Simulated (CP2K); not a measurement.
System: PtS$_{2}$.

```
CELL_PARAMETERS angstrom
3.54320 0.00000 0.00000
-1.77160 3.06850 0.00000
0.00000 0.00000 5.03880
ATOMIC_POSITIONS crystal
Pt 0.99943 0.99349 0.01005
S 0.66718 0.33107 0.77169
S 0.33506 0.67148 0.23435
```

Space group P1; changed on purpose from its base cell (atoms moved at random by about 0.05 A); not relaxed (largest force 1.6 eV/Å); computed pressure about 11 GPa in this cell.

Method: CP2K 2026.2, Kohn-Sham DFT of a periodic cell, PBE, GTH-PBE with UZH-TZVP basis.

What can the converged valence pseudo-density and electron localisation function tell about the bonding?

Answer. Pt–S (2.31 Å): ρ is about 0.75 e/Å³ halfway; the ELF peaks at about 0.90 in the valence shell of S, 0.8 Å from its nucleus, and is about 0.45 at the midpoint.
Pt–S (2.38 Å): the density is about 0.66 e/Å³ at the midpoint; the ELF peaks at about 0.90 in the valence shell of S, 0.8 Å from its nucleus, and is about 0.45 at the midpoint.

Does the calculation make it a metal, or give it a gap?

Answer. It is gapped, with a Kohn–Sham gap of 0.92 eV on the k-point mesh, an upper bound to the gap of this method.

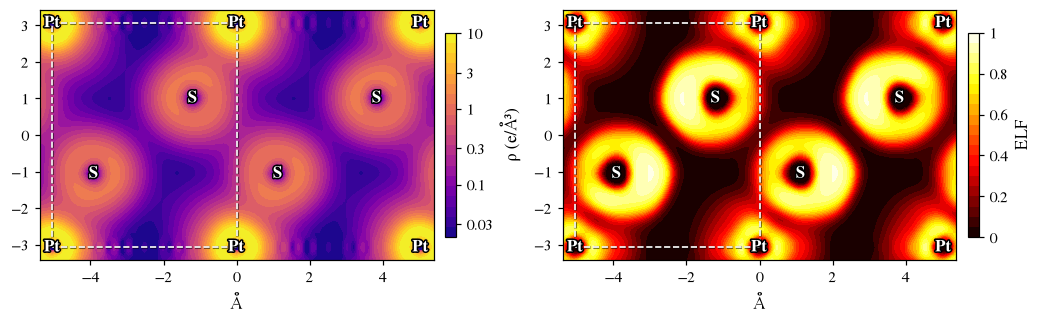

Computed valence pseudo-density and electron localisation function on the (110) plane of the conventional cell, in this order. 

The density is the valence pseudo-density of a pseudopotential calculation; it isn't the true density close to the nuclei.
